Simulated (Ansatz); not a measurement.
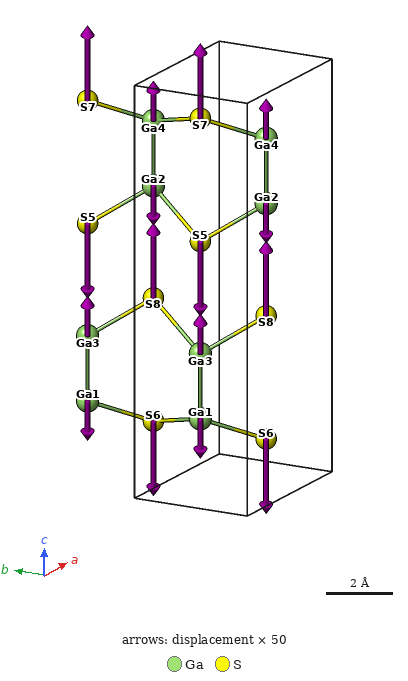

This is a relaxation of crystalline GaS (a generated structure, set up in P6_3/mmc). The starting structure is drawn; purple arrows show the displacements, 50 times their true length.

A ball-and-stick model of the cell of the calculation, repeated 1 × 2 × 1 with one cell outlined, seen from a free direction.

Level of theory: Ansatz 0.2.0, DFT, PBE, plane-wave PAW, default files, scalar-relativistic, frozen cores. Settings: plane-wave cutoff 420 eV; k-point mesh 14 × 14 × 3; occupations fermi dirac; smearing width 0.02 eV; no spin polarisation; potentials kind: paw, frozen_core: stored; atoms relaxed in a fixed cell; force threshold 0.02 eV/Å; at most 60 steps.

Describe the change and its energy.

The largest moves, 0.055 Å, are those of S5, S6, S7 and S8. S8 goes along +c. Largest moves by element: S 0.055 Å, Ga 0.029 Å. The cell doesn't change. Some distances before and after: Ga1–Ga3 2.375 → 2.433 Å, Ga1–S6 2.323 → 2.335 Å. The space group stays P6_3/mmc (No. 194). After 2 geometry steps the energy has fallen by 5.8 meV per atom. The largest force component goes from 0.29 to 0.012 eV/Å.
